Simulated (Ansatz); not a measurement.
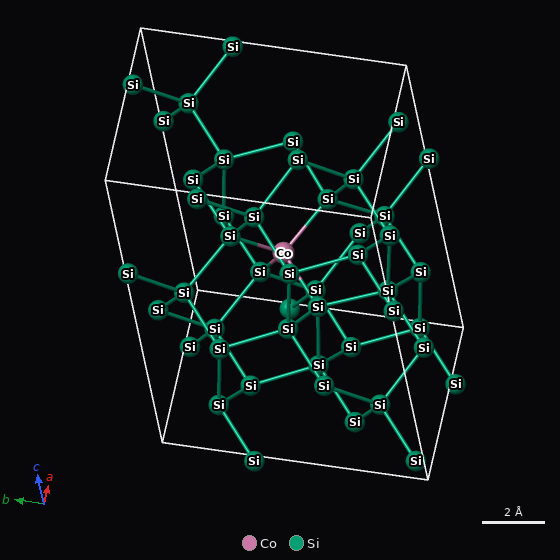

An orthographic ball-and-stick view of the structure, from a general direction. Thin lines show the supercell, with boundary atoms drawn in all their periodic places. The host is Si, in a cell of 36 sites, and the cell carries a charge of +1.

Name the defect and give its surroundings.

Cobalt on a silicon site (a substitutional impurity). It is bonded to four Si in a tetrahedral arrangement at about 2.3 Å.

All computed values are from DFT PBE, scalar-relativistic, plane waves, PAW in Ansatz. Settings: a kinetic-energy cutoff of 420 eV, 2×2×2 k-points, Gaussian smearing of 0.02 eV, collinear spins.

Does the defect leave unpaired spin?

No net moment.

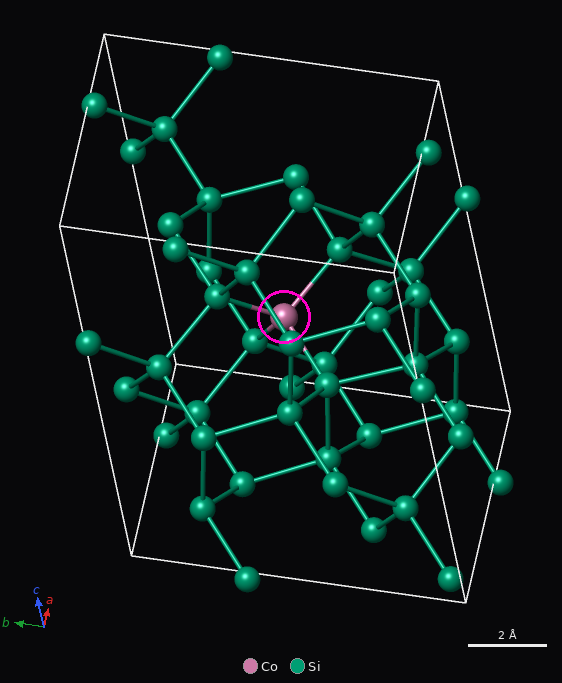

The same cell with a ring at the defect's site.

The atoms were relaxed in the host's cell with DFT PBE, scalar-relativistic, plane waves, PAW in Ansatz.
